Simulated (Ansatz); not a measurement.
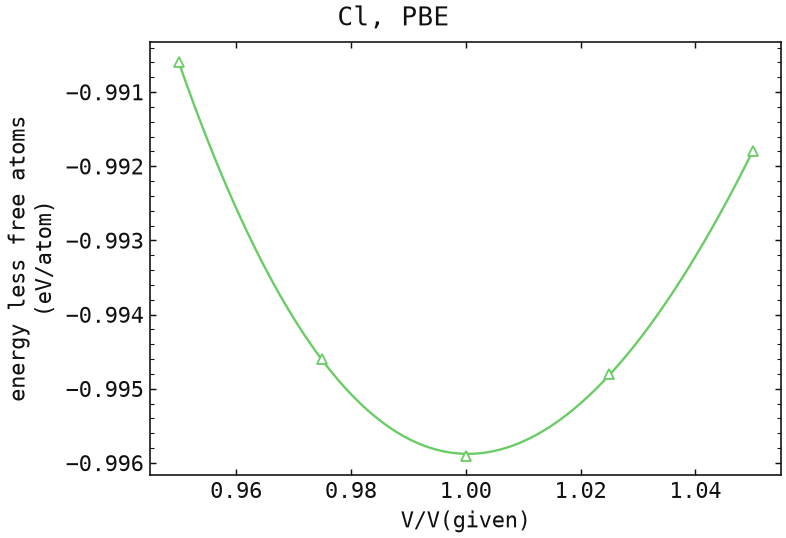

The plot gives the computed energy less free atoms against V/V(given) for Cl, space group Fd-3m (No. 227).

Starting cell:
```
Cl
1.0
     0.00000    3.23585    3.23585
     3.23585    0.00000    3.23585
     3.23585    3.23585    0.00000
Cl
2
Cartesian
  0.0000 0.0000 0.0000
  1.6179 1.6179 1.6179
```

Calculation (Ansatz 0.2.0): periodic Kohn-Sham DFT of a crystal at fixed atoms, scaled to the stated factor times the given cell; pressure positive in compression, energy less spherical unpolarised free atoms. Level: PBE.

| setting | value |
| --- | --- |
| method | all-electron LAPW |
| relativity | scalar |
| k mesh | 14×14×14 |
| occupations | Fermi–Dirac |
| smearing width | 0.08 eV |
| basis error target | 1 (meV/atom) |
| nucleus | Gaussian |

V(given) is 33.88 Å³/atom.

From this curve and the settings, what does the calculation give for the pressure at the same points?

The pressure falls from 1.033 GPa at V/V(given) 0.950 to −0.737 GPa at 1.050, and changes sign near 1.001.

```csv
V/V(given),pressure (GPa)
0.950,1.033
0.975,0.485
1.000,0.014
1.025,-0.391
1.050,-0.737
```
